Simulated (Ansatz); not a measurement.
Structure data:

```
CELL_PARAMETERS angstrom
3.52518 0.00000 0.00000
0.00000 3.52518 0.00000
0.00000 0.00000 3.52518
ATOMIC_POSITIONS crystal
Ni 0.50000 0.00000 0.50000
Ni 0.00000 0.50000 0.50000
Ni 0.50000 0.50000 0.00000
Ge 0.00000 0.00000 0.00000
```

Give a crystallographic description of this input.

Answer. The solid is Ni$_{3}$Ge. Space group Pm-3m (No. 221), lattice primitive cubic. The structure is of the kind named Cu₃Au (L1₂) type. Atoms per cell: 4 (3 Ni, 1 Ge). Each Ni atom is coordinated by eight Ni and four Ge in a cuboctahedral arrangement (2.49 Å to Ni, 2.49 Å to Ge). Each Ge atom is coordinated by twelve Ni in a cuboctahedral arrangement at 2.49 Å. The bonds build a three-dimensional framework.

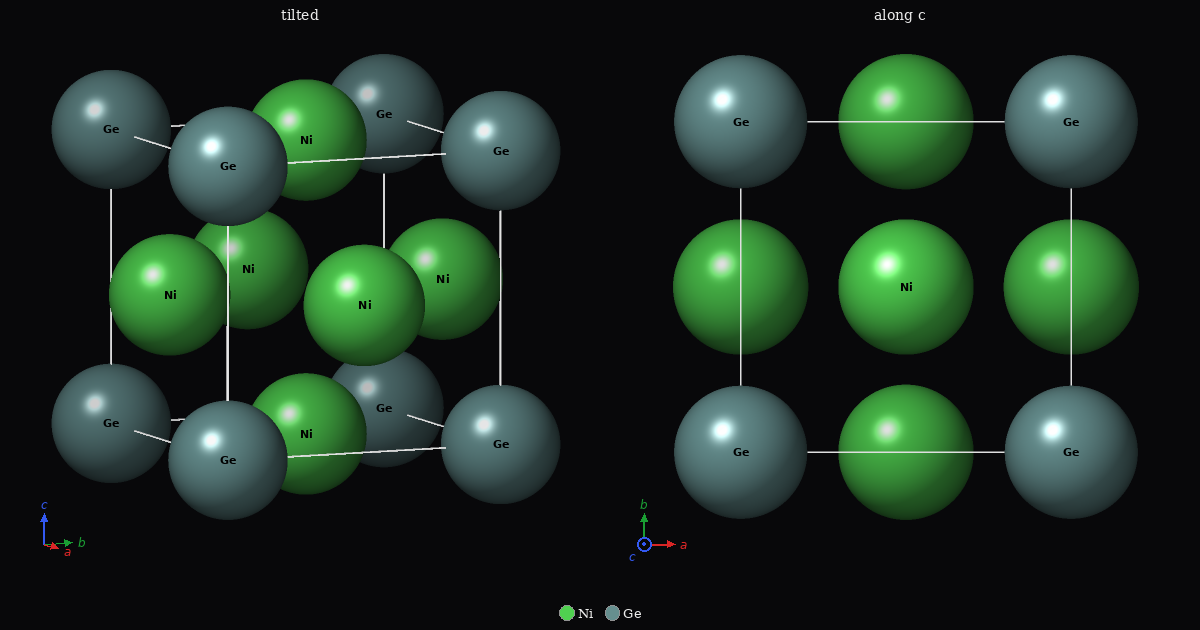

Structure drawing (spheres-only), viewed slightly off an axis and along the c axis. The outline marks the conventional unit cell.

Starting structure: a structure listed in the Materials Project. This is the structure after a relaxation with Ansatz 0.2.0, DFT PBEsol, scalar-relativistic, plane waves, PAW.
